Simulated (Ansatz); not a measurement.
## Run report: MoP, geometry relaxation (part 1 of 3)

MoP (slab, 14 atoms in the cell), computed with DFT PBE, scalar-relativistic, plane waves, PAW, no spin polarisation (Ansatz 0.2.0).

The structure derives from an entry of the Crystallography Open Database. It belongs to a series of runs on one base structure; here: (1 1 0) slab, atoms relaxed.

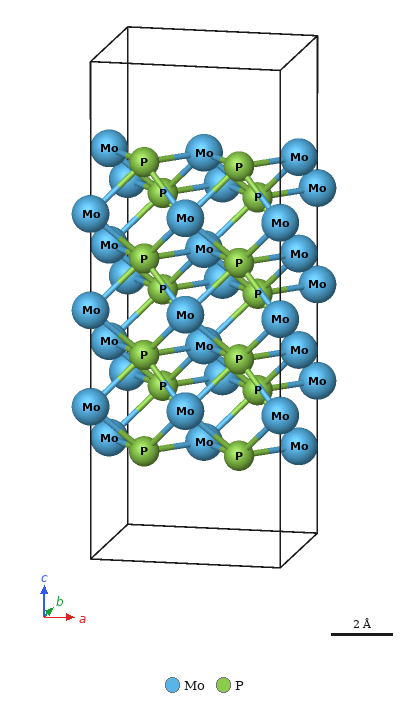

**Figure 1.** The input geometry (ball-and-stick view of the 2 × 1 repeat of the cell, with the vacuum cut short, seen slightly off an axis). An atom can appear more than once, as a periodic image. Near neighbours in the periodic cell (some may lie outside the picture): Mo has 4 P at 2.46 Å; P has 4 Mo at 2.46 Å; Mo has 6 P at 2.46 Å; P has 6 Mo at 2.46 Å.

## Input
```yaml
crystal:
  lattice:
    - [3.1952266616, 0.0, 0.0]
    - [0.0, 5.6136513295, 0.0]
    - [0.0, 0.0, 24.7231293187]
  atoms:
    - { symbol: Mo, position: [0.0, 0.5, 0.3033596558] }
    - { symbol: P, position: [0.5, 0.1666666667, 0.3033596558] }
    - { symbol: Mo, position: [0.0, 0.0, 0.3689064372] }
    - { symbol: P, position: [0.5, 0.6666666667, 0.3689064372] }
    - { symbol: Mo, position: [0.0, 0.5, 0.4344532186] }
    - { symbol: P, position: [0.5, 0.1666666667, 0.4344532186] }
    - { symbol: Mo, position: [0.0, 0.0, 0.5] }
    - { symbol: P, position: [0.5, 0.6666666667, 0.5] }
    - { symbol: Mo, position: [0.0, 0.5, 0.5655467814] }
    - { symbol: P, position: [0.5, 0.1666666667, 0.5655467814] }
    - { symbol: Mo, position: [0.0, 0.0, 0.6310935628] }
    - { symbol: P, position: [0.5, 0.6666666667, 0.6310935628] }
    - { symbol: Mo, position: [0.0, 0.5, 0.6966403442] }
    - { symbol: P, position: [0.5, 0.1666666667, 0.6966403442] }
basis:
  ecutwfc: 420
kpoints:
  mp_grid: { grid: [11, 6, 1] }
hamiltonian:
  xc: pbe
scf:
  occupations: { method: gaussian, width: 0.1 }
output:
  forces: true
  eigenvalues: true
  write_density: true
  write_potential: true
  elf: true
  volumetric_format: npy
relax:
  adjacent_minimum: "off"
  f_tol: 0.02
  max_steps: 60
efield:
  axis: 3
  dipole_correction: true
  ramp_width: 0.04
```

Hardware: 1 thread of Intel Xeon @ 2.50GHz (Skylake/Cascade Lake), 189 GiB of memory available, shared host.

Command:
```bash
ansatz run input.yaml --threads 1 --pin off --max-ram 2560MiB --backend cpu --events-out ev --progress --plain --runs-dir out
```

## Output
```
Engine: ansatz 0.2.0, x86_64-unknown-linux-gnu
Pseudopotentials: kind: paw
Pseudopotential: Mo, paw, valence charge 14, recommended cutoff 420 eV (normal), Mo.paw.azcp
Pseudopotential: P, paw, valence charge 5, recommended cutoff 420 eV (normal), P.paw.azcp
Functional definition: PBE
  parameter kappa = 0.804
  parameter beta = 0.06672455060314922
  exchange = pbe_x(kappa = kappa, mu = beta*pi^2/3)
  correlation = pbe_c(beta = beta)
Crystal: 14 atoms, lattice volume = 443.456 Å³
Basis set: ecut = 420 eV, 8731 PW (Γ), exchange–correlation on 48×80×360 points (8 copies of the dense FFT grid, shifted against one another)
Bands: 81, of which v1, the nominal top of the filled ones, is band 67 counted from 1 (66 counted from 0)
Symmetry: 2 space group operations
k-points: 24 of 66 (time reversal used)
Non-local potential: Mo, projectors of the file, l = 0: 3, l = 1: 2, l = 2: 2, l = 3: 1
Non-local potential: P, projectors of the file, l = 0: 2, l = 1: 2, l = 2: 2
PAW form: soft (Blöchl's): semilocal exchange-correlation on the pseudo side does not see the compensation charge
PAW one-centre angular grid: Mo, 590 points (default); XC on 64 Gauss nodes
PAW one-centre angular grid: P, 110 points (default); XC on 64 Gauss nodes
Initial density: superposition of atomic densities (neutral atoms: chi_scale 0, normalization atom), corrected by the library's trained network
Initial wavefunctions: pseudopotential atomic-orbital guess
Functional: x = pbe(κ = 0.804, μ = 0.2195149727645171), c = pbe(β = 0.06672455060314922)
SCF iter   1: F=—  HF=-39985.599611 eV  |F-HF|=—  |Δ(HF+E_count)|=         —  Δρ=7.84e-3  dr2=1.80e0  ethr=1.77e-3  p=0.000 e·Å  D=7.43e-14 V/Å  ΔV_dip=-0.00 eV  dr2_dipole=6.80e-6  V_vac-E_F(+/−)=3.85/3.85 eV  ⟨swp⟩=8.4  Hψ=9834  notcnv=0
efield: sawtooth ramp at fractional position 0.9800 (placed from the atoms, in the widest stretch of the axis that holds none; the zero of the levels goes with the place), width 0.0400; the density the first Hamiltonian is built on has a dipole p = 0.000 e·Å; the dipole correction subtracts the counter field D = 7.43e-14 V/Å, which shifts the + side's vacuum level by -0.00 eV against the − side's; the planar-averaged density in the ramp window peaks in size at 2.0e-5 e/Å³
preconditioner: auto → LDOS  [metal: Δε(μ)=0.007 eV  Ē_g=6.101 eV  σ=0.100 eV  W_gap=0.04  n_scr=64 (ndim 8)  ℏωp=15.5 eV  f_vac=0.469  D(μ)=12.81/eV (n_scr^D=82)  β→1.0]
SCF iter   2: F=—  HF=-39985.558944 eV  |F-HF|=—  |Δ(HF+E_count)|=   4.07e-2  Δρ=2.68e-3  dr2=5.23e-2  ethr=1.35e-3  p=-0.000 e·Å  D=-2.74e-5 V/Å  ΔV_dip=0.00 eV  dr2_dipole=7.28e-6  V_vac-E_F(+/−)=4.05/4.05 eV  ⟨swp⟩=2.0  Hψ=2353  notcnv=0  defer=12
SCF iter   3: F=—  HF=-39985.557915 eV  |F-HF|=—  |Δ(HF+E_count)|=   1.03e-3  Δρ=1.39e-3  dr2=1.06e-2  ethr=3.93e-5  p=-0.000 e·Å  D=-8.97e-6 V/Å  ΔV_dip=0.00 eV  dr2_dipole=1.39e-7  V_vac-E_F(+/−)=4.12/4.12 eV  ⟨swp⟩=2.1  Hψ=3058  notcnv=0  defer=71
SCF iter   4: F=—  HF=-39985.555649 eV  |F-HF|=—  |Δ(HF+E_count)|=   2.27e-3  Δρ=3.03e-4  dr2=9.14e-4  ethr=7.99e-6  p=-0.000 e·Å  D=-5.89e-6 V/Å  ΔV_dip=0.00 eV  dr2_dipole=3.41e-8  V_vac-E_F(+/−)=4.14/4.14 eV  ⟨swp⟩=2.0  Hψ=2934  notcnv=0  defer=71
SCF iter   5: F=—  HF=-39985.555614 eV  |F-HF|=—  |Δ(HF+E_count)|=   3.46e-5  Δρ=1.20e-4  dr2=2.27e-4  ethr=6.87e-7  p=-0.000 e·Å  D=-2.80e-6 V/Å  ΔV_dip=0.00 eV  dr2_dipole=3.63e-10  V_vac-E_F(+/−)=4.16/4.16 eV  ⟨swp⟩=3.3  Hψ=3893  notcnv=0  defer=20
SCF iter   6: F=—  HF=-39985.555602 eV  |F-HF|=—  |Δ(HF+E_count)|=   1.16e-5  Δρ=6.03e-5  dr2=3.10e-5  ethr=1.71e-7  p=-0.000 e·Å  D=-1.06e-6 V/Å  ΔV_dip=0.00 eV  dr2_dipole=8.30e-10  V_vac-E_F(+/−)=4.17/4.17 eV  ⟨swp⟩=2.1  Hψ=2800  notcnv=0  defer=16
iter 7 did not close the SCF: its close was put off until two iterations running show no level that it waits for move by more than its bar (scf_convergence_deferred on its scf_iter line)
SCF iter   7: F=-39985.555609 eV  HF=-39985.555609 eV  |F-HF|=5.46e-7  |Δ(HF+E_count)|=   6.77e-6  Δρ=2.12e-5  dr2=4.49e-6  ethr=7.52e-9  p=-0.000 e·Å  D=-3.31e-7 V/Å  ΔV_dip=0.00 eV  dr2_dipole=2.98e-10  V_vac-E_F(+/−)=4.18/4.18 eV  ⟨swp⟩=22.5  Hψ=20552  notcnv=0
SCF iter   8: F=-39985.555611 eV  HF=-39985.555611 eV  |F-HF|=1.58e-7  |Δ(HF+E_count)|=   1.82e-6  Δρ=8.87e-6  dr2=7.58e-7  ethr=3.37e-9  p=-0.000 e·Å  D=-1.05e-7 V/Å  ΔV_dip=0.00 eV  dr2_dipole=5.71e-14  V_vac-E_F(+/−)=4.18/4.18 eV  ⟨swp⟩=11.2  Hψ=17525  notcnv=0
SCF 1 converged in 8 iterations: F = -39985.555611 eV  dr2 = 7.58e-7
  greatest PAW one-centre occupation: 0.998 electrons in one spin orbital (limit 2), on the Mo atom at site 10 (counted from 0), in its partial waves of l = 0
relax step   1: F+E_penalty+E_count = -39985.55561087 eV  Δ(F+E_penalty+E_count) = +0.000e0 eV  max|allowed force component| = 1.736e0 eV/Å  Δτ_max = 0.0000 Å  (8 SCF iters, dr2 threshold 1.00e-5 eV, accepted)
Initial density: handed on by an earlier stage of this run
Initial wavefunctions: those handed on with the density
iter 1 solved again at ethr=3.11e-4 eV; its pass at ethr=3.10e-3 eV (dr2=4.14e-1 eV) is discarded
SCF iter   1: F=—  HF=-39986.116322 eV  |F-HF|=—  |Δ(HF+E_count)|=         —  Δρ=9.63e-3  dr2=4.63e-1  ethr=3.11e-4  p=-0.000 e·Å  D=-1.05e-7 V/Å  ΔV_dip=0.00 eV  dr2_dipole=2.22e-10  V_vac-E_F(+/−)=4.24/4.24 eV  ⟨swp⟩=2.1  Hψ=7568  notcnv=0  defer=96
efield: sawtooth ramp at fractional position 0.9800 (handed on by an earlier solve), width 0.0400; the density the first Hamiltonian is built on has a dipole p = -0.000 e·Å; the dipole correction subtracts the counter field D = -1.05e-7 V/Å, which shifts the + side's vacuum level by +0.00 eV against the − side's; the planar-averaged density in the ramp window peaks in size at 1.9e-6 e/Å³
eigensolver tolerance schedule calibrated: the retry pair's looser diagonalisation under-reported the residual by θ = 0.11 (0.11/decade); ethr = c·dr2/N_el runs at the constant in force after the calibration composes with the one it found (an armed cap, an earlier calibration), c = 8.9e-2
preconditioner: auto → LDOS  [metal: Δε(μ)=0.004 eV  Ē_g=6.208 eV  σ=0.100 eV  W_gap=0.02  n_scr=64 (ndim 8)  ℏωp=15.5 eV  f_vac=0.475  D(μ)=11.63/eV (n_scr^D=60)  β→1.0]
SCF iter   2: F=—  HF=-39986.095930 eV  |F-HF|=—  |Δ(HF+E_count)|=   2.04e-2  Δρ=3.44e-3  dr2=1.22e-1  ethr=3.10e-4  p=-0.000 e·Å  D=-2.17e-7 V/Å  ΔV_dip=0.00 eV  dr2_dipole=3.79e-10  V_vac-E_F(+/−)=4.29/4.29 eV  ⟨swp⟩=2.0  Hψ=2989  notcnv=0  defer=96
SCF iter   3: F=—  HF=-39986.078795 eV  |F-HF|=—  |Δ(HF+E_count)|=   1.71e-2  Δρ=1.74e-3  dr2=3.89e-2  ethr=8.14e-5  p=-0.000 e·Å  D=-1.58e-7 V/Å  ΔV_dip=0.00 eV  dr2_dipole=3.75e-10  V_vac-E_F(+/−)=4.32/4.32 eV  ⟨swp⟩=2.3  Hψ=3460  notcnv=0  defer=96
SCF iter   4: F=—  HF=-39986.072353 eV  |F-HF|=—  |Δ(HF+E_count)|=   6.44e-3  Δρ=6.58e-4  dr2=4.19e-3  ethr=2.60e-5  p=0.000 e·Å  D=8.75e-8 V/Å  ΔV_dip=-0.00 eV  dr2_dipole=4.05e-11  V_vac-E_F(+/−)=4.33/4.33 eV  ⟨swp⟩=2.1  Hψ=2958  notcnv=0  defer=100
SCF iter   5: F=—  HF=-39986.072158 eV  |F-HF|=—  |Δ(HF+E_count)|=   1.95e-4  Δρ=2.74e-4  dr2=8.39e-4  ethr=2.80e-6  p=0.000 e·Å  D=9.13e-8 V/Å  ΔV_dip=-0.00 eV  dr2_dipole=4.18e-11  V_vac-E_F(+/−)=4.34/4.34 eV  ⟨swp⟩=2.0  Hψ=2800  notcnv=0  defer=100
SCF iter   6: F=—  HF=-39986.072126 eV  |F-HF|=—  |Δ(HF+E_count)|=   3.20e-5  Δρ=1.24e-4  dr2=1.55e-4  ethr=5.61e-7  p=0.000 e·Å  D=4.06e-8 V/Å  ΔV_dip=-0.00 eV  dr2_dipole=1.56e-13  V_vac-E_F(+/−)=4.35/4.35 eV  ⟨swp⟩=2.0  Hψ=2747  notcnv=0  defer=100
SCF iter   7: F=-39986.072137 eV  HF=-39986.072141 eV  |F-HF|=4.14e-6  |Δ(HF+E_count)|=   1.50e-5  Δρ=5.33e-5  dr2=2.81e-5  ethr=6.69e-8  p=0.000 e·Å  D=6.75e-8 V/Å  ΔV_dip=-0.00 eV  dr2_dipole=5.11e-13  V_vac-E_F(+/−)=4.36/4.36 eV  ⟨swp⟩=22.4  Hψ=22697  notcnv=0
SCF 2 converged in 7 iterations: F = -39986.072137 eV  dr2 = 2.81e-5
  greatest PAW one-centre occupation: 0.998 electrons in one spin orbital (limit 2), on the Mo atom at site 12 (counted from 0), in its partial waves of l = 0
relax step   2: F+E_penalty+E_count = -39986.07213698 eV  Δ(F+E_penalty+E_count) = -5.165e-1 eV  max|allowed force component| = 3.032e-1 eV/Å  Δτ_max = 0.1947 Å  (7 SCF iters, dr2 threshold 1.00e-4 eV, accepted)
SCF iter   1: F=—  HF=-39986.140053 eV  |F-HF|=—  |Δ(HF+E_count)|=         —  Δρ=4.52e-3  dr2=1.72e-1  ethr=6.07e-4  p=0.000 e·Å  D=6.75e-8 V/Å  ΔV_dip=-0.00 eV  dr2_dipole=1.23e-12  V_vac-E_F(+/−)=4.38/4.38 eV  ⟨swp⟩=4.0  Hψ=4095  notcnv=0  defer=103
efield: sawtooth ramp at fractional position 0.9800 (handed on by an earlier solve), width 0.0400; the density the first Hamiltonian is built on has a dipole p = 0.000 e·Å; the dipole correction subtracts the counter field D = 6.75e-8 V/Å, which shifts the + side's vacuum level by -0.00 eV against the − side's; the planar-averaged density in the ramp window peaks in size at 2.5e-6 e/Å³
preconditioner: auto → LDOS  [metal: Δε(μ)=0.008 eV  Ē_g=6.202 eV  σ=0.100 eV  W_gap=0.05  n_scr=64 (ndim 8)  ℏωp=15.5 eV  f_vac=0.476  D(μ)=11.03/eV (n_scr^D=60)  β→1.0]
SCF iter   2: F=—  HF=-39986.124994 eV  |F-HF|=—  |Δ(HF+E_count)|=   1.51e-2  Δρ=1.57e-3  dr2=1.88e-2  ethr=1.29e-4  p=-0.000 e·Å  D=-7.82e-7 V/Å  ΔV_dip=0.00 eV  dr2_dipole=1.74e-10  V_vac-E_F(+/−)=4.42/4.42 eV  ⟨swp⟩=2.2  Hψ=2967  notcnv=0  defer=103
SCF iter   3: F=—  HF=-39986.123248 eV  |F-HF|=—  |Δ(HF+E_count)|=   1.75e-3  Δρ=8.72e-4  dr2=7.37e-3  ethr=1.41e-5  p=-0.000 e·Å  D=-2.48e-7 V/Å  ΔV_dip=0.00 eV  dr2_dipole=8.26e-10  V_vac-E_F(+/−)=4.43/4.43 eV  ⟨swp⟩=3.0  Hψ=4149  notcnv=0  defer=103
SCF iter   4: F=—  HF=-39986.122103 eV  |F-HF|=—  |Δ(HF+E_count)|=   1.14e-3  Δρ=3.55e-4  dr2=1.47e-3  ethr=5.54e-6  p=-0.000 e·Å  D=-1.35e-7 V/Å  ΔV_dip=0.00 eV  dr2_dipole=3.73e-11  V_vac-E_F(+/−)=4.44/4.44 eV  ⟨swp⟩=2.1  Hψ=2819  notcnv=0  defer=103
SCF iter   5: F=—  HF=-39986.121952 eV  |F-HF|=—  |Δ(HF+E_count)|=   1.51e-4  Δρ=1.23e-4  dr2=1.88e-4  ethr=1.11e-6  p=-0.000 e·Å  D=-5.90e-8 V/Å  ΔV_dip=0.00 eV  dr2_dipole=3.28e-12  V_vac-E_F(+/−)=4.45/4.45 eV  ⟨swp⟩=2.2  Hψ=2785  notcnv=0  defer=103
SCF iter   6: F=—  HF=-39986.121933 eV  |F-HF|=—  |Δ(HF+E_count)|=   1.94e-5  Δρ=3.92e-5  dr2=1.15e-5  ethr=1.41e-7  p=-0.000 e·Å  D=-2.05e-8 V/Å  ΔV_dip=0.00 eV  dr2_dipole=5.55e-12  V_vac-E_F(+/−)=4.46/4.46 eV  ⟨swp⟩=2.2  Hψ=2977  notcnv=0  defer=103
SCF iter   7: F=-39986.121939 eV  HF=-39986.121936 eV  |F-HF|=2.24e-6  |Δ(HF+E_count)|=   3.59e-6  Δρ=1.81e-5  dr2=1.97e-6  ethr=4.32e-9  p=0.000 e·Å  D=1.54e-9 V/Å  ΔV_dip=-0.00 eV  dr2_dipole=1.93e-13  V_vac-E_F(+/−)=4.46/4.46 eV  ⟨swp⟩=23.0  Hψ=20796  notcnv=0
SCF 3 converged in 7 iterations: F = -39986.121939 eV  dr2 = 1.97e-6
  greatest PAW one-centre occupation: 0.998 electrons in one spin orbital (limit 2), on the Mo atom at site 0 (counted from 0), in its partial waves of l = 0
relax step   3: F+E_penalty+E_count = -39986.12193855 eV  Δ(F+E_penalty+E_count) = -4.980e-2 eV  max|allowed force component| = 2.056e-1 eV/Å  Δτ_max = 0.0648 Å  (7 SCF iters, dr2 threshold 5.74e-6 eV, accepted)
SCF iter   1: F=—  HF=-39986.166859 eV  |F-HF|=—  |Δ(HF+E_count)|=         —  Δρ=4.25e-3  dr2=1.30e-1  ethr=2.35e-3  p=0.000 e·Å  D=1.54e-9 V/Å  ΔV_dip=-0.00 eV  dr2_dipole=2.42e-9  V_vac-E_F(+/−)=4.49/4.49 eV  ⟨swp⟩=4.0  Hψ=4018  notcnv=0  defer=115
efield: sawtooth ramp at fractional position 0.9800 (handed on by an earlier solve), width 0.0400; the density the first Hamiltonian is built on has a dipole p = 0.000 e·Å; the dipole correction subtracts the counter field D = 1.54e-9 V/Å, which shifts the + side's vacuum level by -0.00 eV against the − side's; the planar-averaged density in the ramp window peaks in size at 8.5e-7 e/Å³
preconditioner: auto → LDOS  [metal: Δε(μ)=0.011 eV  Ē_g=6.167 eV  σ=0.100 eV  W_gap=0.06  n_scr=64 (ndim 8)  ℏωp=15.5 eV  f_vac=0.474  D(μ)=8.06/eV (n_scr^D=36)  β→1.0]
SCF iter   2: F=—  HF=-39986.149809 eV  |F-HF|=—  |Δ(HF+E_count)|=   1.70e-2  Δρ=1.62e-3  dr2=2.32e-2  ethr=9.77e-5  p=-0.000 e·Å  D=-1.68e-6 V/Å  ΔV_dip=0.00 eV  dr2_dipole=1.01e-8  V_vac-E_F(+/−)=4.59/4.59 eV  ⟨swp⟩=2.7  Hψ=3319  notcnv=0  defer=115
SCF iter   3: F=—  HF=-39986.146595 eV  |F-HF|=—  |Δ(HF+E_count)|=   3.21e-3  Δρ=5.89e-4  dr2=3.99e-3  ethr=1.74e-5  p=-0.000 e·Å  D=-8.22e-7 V/Å  ΔV_dip=0.00 eV  dr2_dipole=1.75e-9  V_vac-E_F(+/−)=4.58/4.58 eV  ⟨swp⟩=2.0  Hψ=2872  notcnv=0  defer=115
SCF iter   4: F=—  HF=-39986.145804 eV  |F-HF|=—  |Δ(HF+E_count)|=   7.91e-4  Δρ=1.66e-4  dr2=2.85e-4  ethr=3.00e-6  p=-0.000 e·Å  D=-5.44e-7 V/Å  ΔV_dip=0.00 eV  dr2_dipole=2.57e-10  V_vac-E_F(+/−)=4.59/4.59 eV  ⟨swp⟩=2.8  Hψ=3534  notcnv=0  defer=115
SCF iter   5: F=—  HF=-39986.145707 eV  |F-HF|=—  |Δ(HF+E_count)|=   9.68e-5  Δρ=6.22e-5  dr2=4.37e-5  ethr=2.15e-7  p=-0.000 e·Å  D=-3.33e-7 V/Å  ΔV_dip=0.00 eV  dr2_dipole=2.73e-11  V_vac-E_F(+/−)=4.60/4.60 eV  ⟨swp⟩=2.5  Hψ=3186  notcnv=0  defer=115
SCF iter   6: F=—  HF=-39986.145714 eV  |F-HF|=—  |Δ(HF+E_count)|=   6.87e-6  Δρ=2.60e-5  dr2=7.17e-6  ethr=3.28e-8  p=-0.000 e·Å  D=-1.48e-7 V/Å  ΔV_dip=0.00 eV  dr2_dipole=2.06e-15  V_vac-E_F(+/−)=4.60/4.60 eV  ⟨swp⟩=2.2  Hψ=2833  notcnv=0  defer=114
SCF iter   7: F=-39986.145715 eV  HF=-39986.145715 eV  |F-HF|=1.82e-7  |Δ(HF+E_count)|=   1.41e-6  Δρ=8.77e-6  dr2=5.92e-7  ethr=1.99e-9  p=-0.000 e·Å  D=-5.23e-8 V/Å  ΔV_dip=0.00 eV  dr2_dipole=6.54e-13  V_vac-E_F(+/−)=4.60/4.60 eV  ⟨swp⟩=22.7  Hψ=20012  notcnv=0
SCF 4 converged in 7 iterations: F = -39986.145715 eV  dr2 = 5.92e-7
relax step   4: F+E_penalty+E_count = -39986.14571521 eV  Δ(F+E_penalty+E_count) = -2.378e-2 eV  max|allowed force component| = 7.658e-2 eV/Å  Δτ_max = 0.0983 Å  (7 SCF iters, dr2 threshold 2.64e-6 eV, accepted)
```
